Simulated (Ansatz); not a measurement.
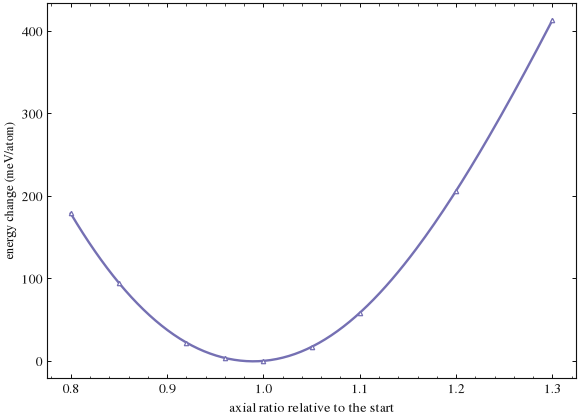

The plot gives the computed energy change against relative axial ratio for TiAl, space group P-6m2 (No. 187).

The given structure:
```yaml
crystal:
  lattice:
    - [2.86726, 0.00000, 0.00000]
    - [-1.43363, 2.48312, 0.00000]
    - [0.00000, 0.00000, 4.67808]
  atoms:
    - { symbol: Ti, position: [0.00000, 0.00000, 0.00000] }
    - { symbol: Al, position: [0.33333, 0.66667, 0.50000] }
```

Method: deformation of a crystal at fixed volume, lengths along the axis scaled against those across it, fractional coordinates fixed, by plane-wave density functional theory with PAW datasets, free energies less that of the undisturbed cell, pressure positive in compression; scalar-relativistic (Ansatz 0.2.0). Level: PBEsol, no spin polarisation.

wave cutoff 420 eV; k mesh 21×21×12; occupations Gaussian; smearing width 0.15 eV; k shift (0, 0, 0) (mesh steps); start as given; path axial; axis direction (0, 0, 1) (Cartesian unit vector).

From this curve and the settings, what does the calculation give for the pressure at the same points?

The pressure goes from 1.916 GPa at relative axial ratio 0.80 to 2.466 GPa at 1.30, not monotonically, with a low of −3.106 GPa at 1.05, and changes sign near 0.86 and 1.23.

```
axial ratio relative to the start  pressure (GPa)
                             0.80           1.916
                             0.85           0.360
                             0.92          -1.471
                             0.96          -2.264
                             1.00          -2.825
                             1.05          -3.106
                             1.10          -2.838
                             1.20          -0.889
                             1.30           2.466
```

Note: reference crystal is not relaxed; shape and atomic fractions are frozen while scaling, which makes layered, chain and framework solids too stiff.
